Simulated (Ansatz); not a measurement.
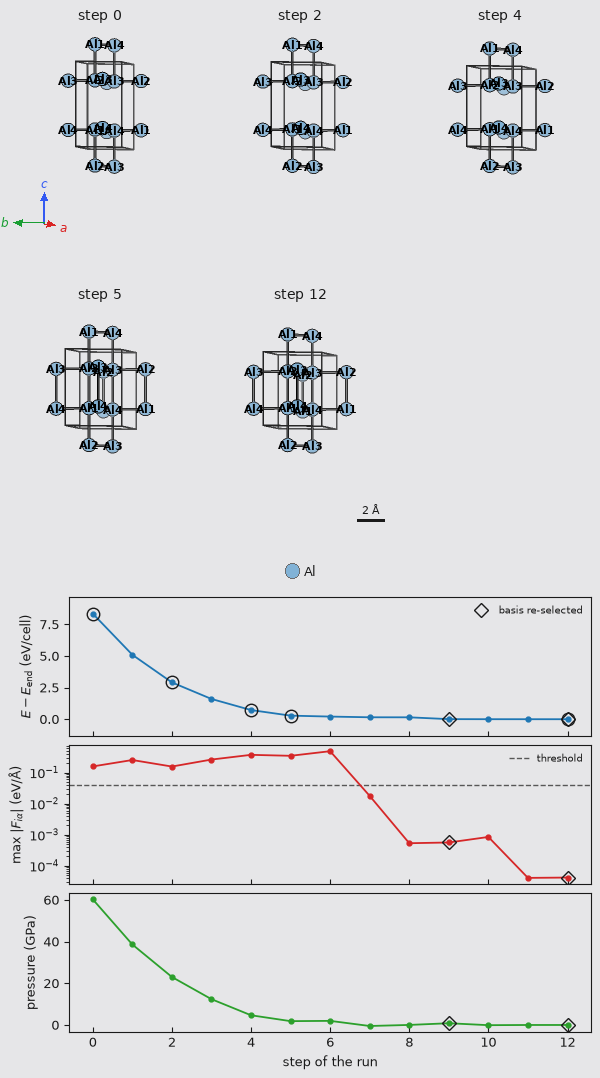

Frames of a relaxation of crystalline Al (a generated structure, set up in P6/mmm) (coarse preliminary run), marked on the history of the run. Style: ball-and-stick. Shown: the cell of the calculation, from a free direction.

Computed with DFT PBE, scalar-relativistic, plane waves, PAW (Ansatz 0.2.0).

Input
```yaml
crystal:
  lattice:
    - [3.57720051, 0.0, 0.0]
    - [-1.78860026, 3.09794652, 0.0]
    - [0.0, 0.0, 6.36357944]
  atoms:
    - { symbol: Al, position: [0.33333333, 0.66666667, 0.21130526] }
    - { symbol: Al, position: [0.33333333, 0.66666667, 0.78869474] }
    - { symbol: Al, position: [0.66666667, 0.33333333, 0.78869474] }
    - { symbol: Al, position: [0.66666667, 0.33333333, 0.21130526] }
basis:
  ecutwfc: 420
kpoints:
  mp_grid: { grid: [6, 6, 4] }
hamiltonian:
  xc: pbe
scf:
  occupations: { method: gaussian, width: 0.1 }
  lower_state_search: "off"
output:
  forces: true
  stress: true
  eigenvalues: true
relax:
  adjacent_minimum: "off"
  f_tol: 0.04
  max_steps: 70
  cell: { stress_tol: 0.4 }
```

Launched with:
```bash
ansatz run input.yaml --threads 1 --pin off --max-ram 2048MiB --backend cpu --events-out ev --progress --plain --runs-dir out
```

What happens along the run?

The energy falls by 8.354 eV per cell of the calculation in 10 accepted moves (12 points after the start). The largest force component goes from 0.16 to under 0.0001 eV/Å. The pressure goes from 60.30 to 0.00 GPa. The SCF was repeated twice at an unchanged geometry on a basis and grid sized afresh for the cell, which shifted the energy by 0.145 eV per cell of the calculation at most. The largest moves relative to the cell, 0.21 Å, are those of Al1, Al2, Al3 and Al4. Al1 goes along +c. Cell: a = b 3.577 → 4.549 Å (+27.2 %), c 6.364 → 5.505 Å (−13.5 %). Volume +39.9 %. Near-neighbour distances that change, for instance: Al1–Al2 3.674 → 2.753 Å, Al1–Al4 2.065 → 2.626 Å, Al1–Al2 (another image) 2.689 → 2.753 Å. New bonds form: Al1–Al2 (3.67 → 2.75 Å), Al3–Al4 (3.67 → 2.75 Å). The space group stays P6/mmm (No. 191). Cost: 12 s on 1 thread of Intel(R) Xeon(R) Platinum 8488C (Sapphire Rapids), on a shared host, peak memory 0.47 GiB. From step 0 to 2: Al atoms move most (0.02 Å), volume +19.7 %, energy −5.440 eV per cell of the calculation. From step 2 to 4: Al atoms move most (0.08 Å), volume +13.1 %, energy −2.190 eV per cell of the calculation. From step 4 to 5: Al atoms move most (0.08 Å), volume −0.3 %, energy −0.441 eV per cell of the calculation. From step 5 to 12: Al atoms move most (0.05 Å), volume +3.8 %, energy −0.283 eV per cell of the calculation.

| step | E − E(0), meV/atom | largest force component, eV/Å | pressure, GPa | volume, Å³/atom | note |
| --- | --- | --- | --- | --- | --- |
| 0 | 0.00 | 0.1575 | 60.30 | 17.630 |  |
| 1 | -813.51 | 0.2531 | 38.63 | 19.351 |  |
| 2 | -1359.96 | 0.1561 | 23.04 | 21.099 |  |
| 3 | -1687.49 | 0.2618 | 12.39 | 22.788 |  |
| 4 | -1907.33 | 0.3712 | 4.67 | 23.855 |  |
| 5 | -2017.70 | 0.3456 | 1.85 | 23.773 |  |
| 6 | -2036.08 | 0.4863 | 1.98 | 23.437 |  |
| 7 | -2050.20 | 0.0177 | -0.48 | 24.507 |  |
| 8 | -2050.70 | 0.0005 | 0.03 | 24.236 |  |
| 9 | -2086.84 | 0.0006 | 0.84 | 24.236 | same geometry, new basis |
| 10 | -2088.05 | 0.0008 | -0.09 | 24.708 |  |
| 11 | -2088.30 | 0.0000 | 0.00 | 24.668 |  |
| 12 | -2088.41 | 0.0000 | 0.00 | 24.668 | same geometry, new basis |
